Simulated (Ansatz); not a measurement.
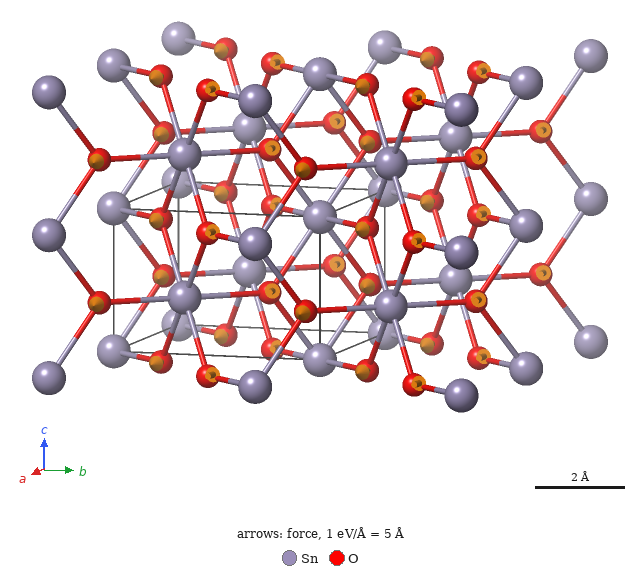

Starting geometry of a crystal of SnO2 (set up in Pnnm) with the computed forces as orange arrows. The picture is a ball-and-stick view of the cell of the calculation, repeated 2 × 2 × 2 with one cell outlined, seen slightly off an axis.

Method: Ansatz, DFT PBEsol, scalar-relativistic, plane waves, PAW.

Input file:
```yaml
crystal:
  lattice:
    - [4.788004, 0.0, 0.0]
    - [0.0, 4.866582, 0.0]
    - [0.0, 0.0, 3.240898]
  atoms:
    - { symbol: Sn, position: [0.5, 0.5, 0.5] }
    - { symbol: Sn, position: [0.0, 0.0, 0.0] }
    - { symbol: O, position: [0.291855, 0.321042, 0.0] }
    - { symbol: O, position: [0.791855, 0.178958, 0.5] }
    - { symbol: O, position: [0.208145, 0.821042, 0.5] }
    - { symbol: O, position: [0.708145, 0.678958, 0.0] }
basis:
  ecutwfc: 420
kpoints:
  mp_grid: { grid: [6, 6, 8] }
hamiltonian:
  xc: pbesol
scf:
  occupations: { method: gaussian, width: 0.02 }
output:
  forces: true
  stress: true
  eigenvalues: true
relax:
  adjacent_minimum: "off"
  f_tol: 0.005
  max_steps: 80
  cell: { stress_tol: 0.05 }
```

Launched with:
```bash
ansatz run input.yaml --threads 2 --pin off --max-ram 5120MiB --backend cpu --events-out ev --progress --plain --runs-dir out
```

Q: Is this structure relaxed? If not, where do the atoms go?

A: It isn't relaxed: the largest force vector, on O atoms, is 0.12 eV/Å. The final displacements follow the starting forces only in part (cosine between the two patterns 0.76). The energy falls by 10.7 meV per atom in 6 accepted moves (8 points after the start). The largest force component goes from 0.12 to 0.00018 eV/Å. The pressure goes from −6.33 to −0.01 GPa. The SCF was repeated twice at an unchanged geometry on a basis and grid sized afresh for the cell, which shifted the energy by 1.8 meV per atom at most. The largest moves relative to the cell, 0.098 Å, are those of O3, O4, O5 and O6. O5 goes along [−1 −1 0]. Sn stays in place. The drawn cell changes as follows: a 4.788 → 4.769 Å (−0.4 %), b 4.867 → 4.770 Å (−2.0 %), c 3.241 → 3.212 Å (−0.9 %); the volume changes by −3.3 %. Among the contacts that change: Sn1–O4 2.096 → 2.066 Å, Sn1–O3 2.092 → 2.070 Å. The space group (tolerance 0.01 Å) goes from Pnnm (No. 58) to P4_2/mnm (No. 136).
